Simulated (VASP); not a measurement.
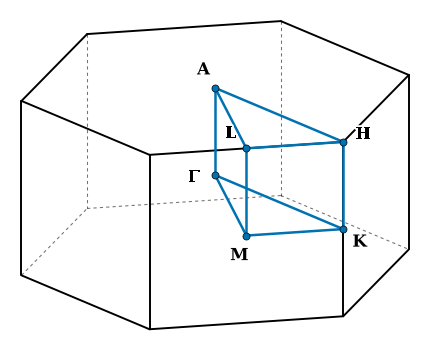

For Os, coordinates from a relaxation with VASP Kohn-Sham DFT of a periodic cell, PBE, VASP PAW PBE potentials, gw, light (VASP): the figure shows the first Brillouin zone with its special points and a band path. All values are computed from the atomic coordinates in the standard setting (tolerance 0.002 Å).

Labels and path follow the convention of Hinuma et al. (2017), as computed by seekpath.

Which Bravais lattice has this zone?

Answer. A primitive hexagonal lattice (hP; extended symbol hP2). The zone is a hexagonal prism in its combinatorial type: 8 faces (6 with 4 edges, 2 with 6 edges), 18 edges, 12 vertices.

In which order does the conventional band path visit the special points?

Answer. Γ–M–K–Γ–A–L–H–A | L–M | H–K
